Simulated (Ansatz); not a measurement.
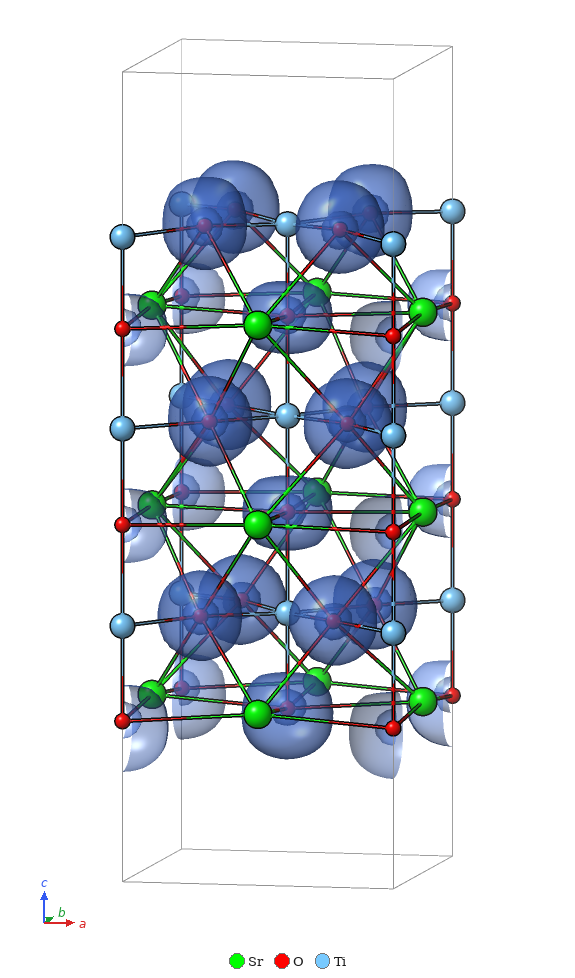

Figure. SrTiO3 (slab). Isosurface of the ELF at 0.7 (blue), seen slightly off an axis. Core shells and regions of very low density are left out. Sticks mark near contacts.

Computed without spin polarisation.

These are results of Ansatz 0.2.0, DFT PBEsol, scalar-relativistic, plane waves, PAW, not measurements.

```xyz
30
Lattice="5.4871 0.0000 0.0000 0.0000 5.4871 0.0000 0.0000 0.0000 24.7608" Properties=species:S:1:pos:R:3 pbc="T T T"
Sr    2.7435    0.0000    7.6887
Sr    0.0000    2.7435    7.6887
O     0.0000    0.0000    7.4812
O     2.7435    2.7435    7.4812
Ti    2.7435    2.7435    9.3816
Ti    0.0000    0.0000    9.3816
O     4.2304    4.0002    9.4319
O     1.4869    4.2304    9.4319
O     1.2567    1.4869    9.4319
O     4.0002    1.2567    9.4319
Sr    0.0000    2.7435   11.4675
Sr    2.7435    0.0000   11.4675
O     2.7435    2.7435   11.3969
O     0.0000    0.0000   11.3969
Ti    0.0000    0.0000   13.3156
Ti    2.7435    2.7435   13.3156
O     1.4901    1.2535   13.3448
O     4.2336    1.4901   13.3448
O     3.9970    4.2336   13.3448
O     1.2535    3.9970   13.3448
Sr    2.7435    0.0000   15.4500
Sr    0.0000    2.7435   15.4500
O     0.0000    0.0000   15.3044
O     2.7435    2.7435   15.3044
Ti    2.7435    2.7435   17.1369
Ti    0.0000    0.0000   17.1369
O     4.1233    4.1073   17.2288
O     1.3798    4.1233   17.2288
O     1.3638    1.3798   17.2288
O     4.1073    1.3638   17.2288
```

Describe the localisation domains.

Answer. At this value the surface marks out 18 regions wrapped around O (the valence shell of each), counted in one cell of 30 atoms. Counts are for one cell; the picture repeats the cell along the surface. Profiles from the grid: Ti–O (1.83 Å): the ELF peaks at about 0.80 in the valence shell of O, 0.5 Å from its nucleus, and is about 0.30 at the midpoint: no localised pair shows between them. Sr–O (2.49 Å): the ELF is about 0.10 at the midpoint (a closed-shell, largely ionic contact).
